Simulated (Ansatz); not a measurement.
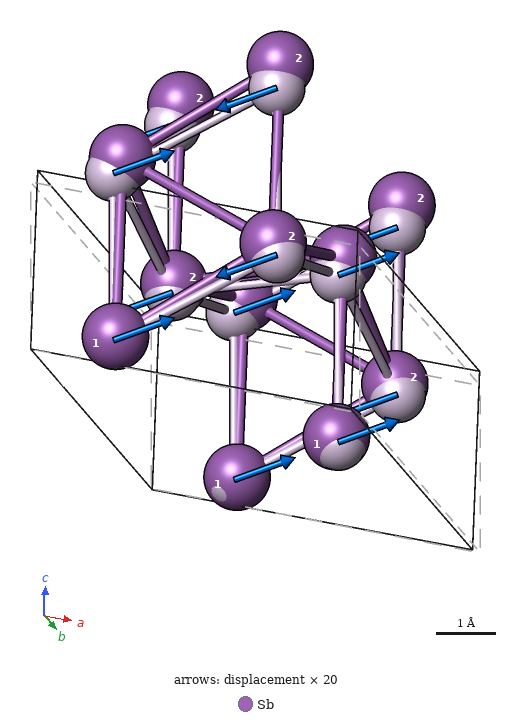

A symmetric starting cell of Sb (made from another compound by putting Sb in place of Bi), drawn pale, and a changed version of it, drawn solid. The blue arrows show how the atoms are displaced (without the part that the change of the cell carries along), magnified 20 times. Besides, the cell is strained by +8.0 % roughly along [1 0 3], +0.8 % along b, −3.0 % along a (volume +5.7 %). Style: ball-and-stick. Shown: the conventional cell (2 times the calculation's cell), repeated 1 × 1 × 2 with one cell outlined, from a free direction. Lengths and directions refer to the drawn axes.

Level of theory: DFT PBEsol, scalar-relativistic, plane waves, PAW in Ansatz. Settings: plane-wave cutoff 420 eV; k-point mesh 10 × 10 × 14; occupations gaussian; smearing width 0.1 eV; no spin polarisation.

> Describe the displacements and the computed response.

Atoms are displaced by 0.06 Å relative to the cell: Sb2 0.06 Å along [−1 0 −1]. No relaxation follows. The starting cell wasn't computed here and needn't be at equilibrium, so pressure and forces aren't due to the change alone. Some distances before and after: Sb–Sb 3.180 → 3.379 Å, Sb–Sb 3.632 → 3.461 Å, Sb–Sb 3.040 → 3.106 Å, Sb–Sb 3.090 → 3.144 Å. The space group stays C2/m (No. 12). The pressure is −3.6 GPa (not all of it need come from the change, since the unchanged cell can be under pressure at this level too). The principal stresses (compression positive) are −1.3 GPa along a, −4.2 GPa along b, −5.3 GPa roughly along c. The largest forces, 0.38 eV/Å, act on Sb1 and Sb2; on Sb1 it points along [−1 0 −2]. The forces mostly point back along the displacements (cosine −0.93).
